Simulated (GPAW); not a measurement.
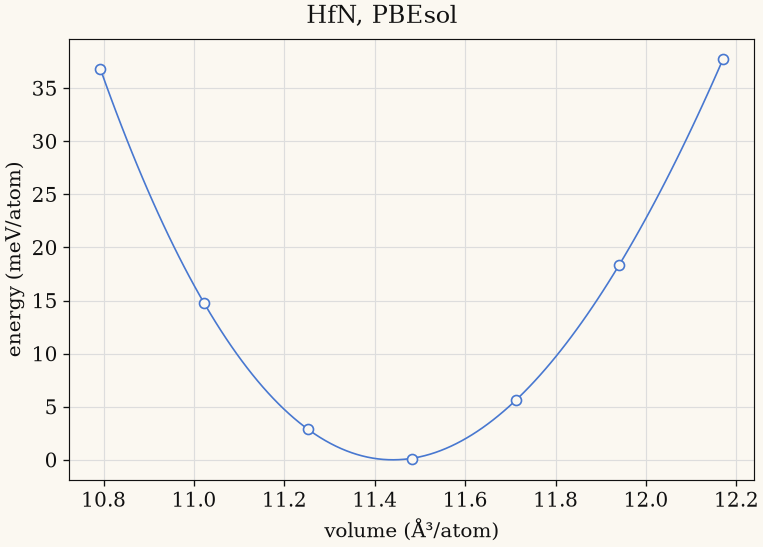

The picture above shows the energy against volume for HfN, space group Fm-3m (No. 225).

The given structure:
```cif
data_structure
_symmetry_space_group_name_H-M 'P 1'
_symmetry_Int_Tables_number 1
_cell_length_a 3.1905
_cell_length_b 3.1905
_cell_length_c 3.1905
_cell_angle_alpha 60.000
_cell_angle_beta 60.000
_cell_angle_gamma 60.000
_cell_volume 22.96
loop_
_atom_site_label
_atom_site_type_symbol
_atom_site_fract_x
_atom_site_fract_y
_atom_site_fract_z
_atom_site_occupancy
Hf1 Hf 0.00000 0.00000 0.00000 1
N1 N 0.50000 0.50000 0.50000 1
```

Computed with GPAW 26.7.0: PAW DFT in plane waves, on a grid or in atomic orbitals, no spin polarisation; energies at scaled volumes of the given cell, shape and fractions fixed, counted from the fit's minimum, third-order Birch-Murnaghan fit. Level: PBEsol.

- k mesh: 10×10×10
- occupations: Fermi–Dirac
- smearing width: 0.05 eV
- potentials: PAW data sets made by gpaw setup for the functional
- wave cutoff: 800 eV
- program settings: basis pw

This calculation gives: equilibrium volume 11.44 Å³/atom and bulk modulus 290 GPa.

Now Hf is replaced by Y on all its sites, which gives YN in the same structure. Predict the effect.

The equilibrium volume rises from 11.44 to 14.26 Å³/atom (+25 %) and the bulk modulus falls from 290 to 171 GPa (−41 %).

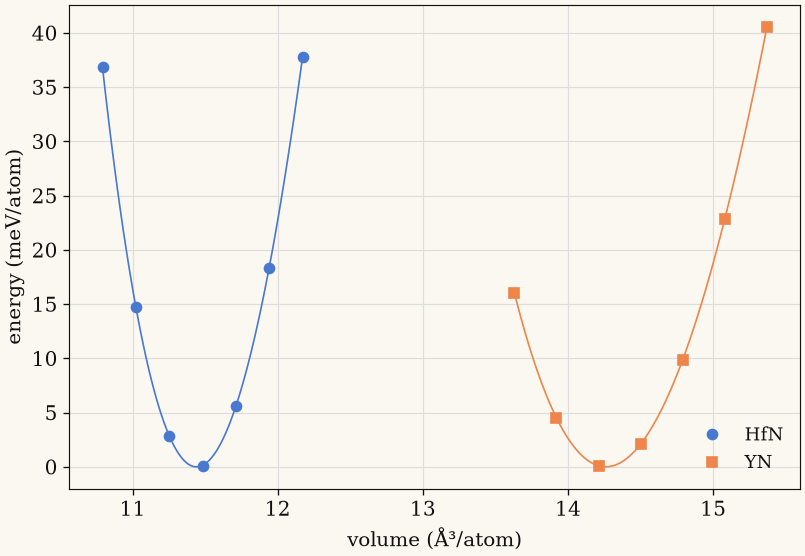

The two results together.

V0 and the bulk modulus come from third-order Birch–Murnaghan fits.
